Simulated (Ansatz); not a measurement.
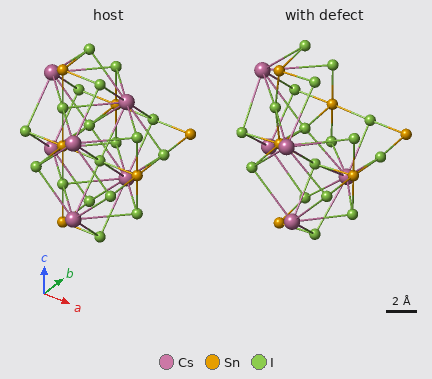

Left: perfect CsSnI$_{3}$. Right: the same region with a pair of point defects, after relaxing the atoms in a supercell of 40 sites. The picture is a ball-and-stick view of the atoms within 7.1 Å of one point, seen from a free direction.

These are results of Ansatz 0.2.0, DFT, PBEsol, PAW, plane waves, not measurements. Settings: plane-wave cutoff 420 eV; k-point mesh 1 × 1 × 1; mesh shifted by (0.25, 0.25, 0.25); no spin polarisation. Fermi-Dirac smearing of 0.01 eV. The axes drawn are those of the host's conventional cell.

Question: What kind of defect was made?

Answer: A caesium atom is taken out (a vacancy) and an iodine atom is taken out (a vacancy), the two sites 7.5 Å apart.

The charge state of the cell is 0.

Question: What does the relaxation do around it?

Answer: Around the empty Cs site the host had ; after relaxation the nearest atoms are . Around the empty I site the host had 2 Sn at 3.08 Å; after relaxation the nearest atoms are 2 Sn at 3.15 to 3.25 Å. Of the host's atoms, a caesium atom moves furthest from its site, by 0.49 Å.
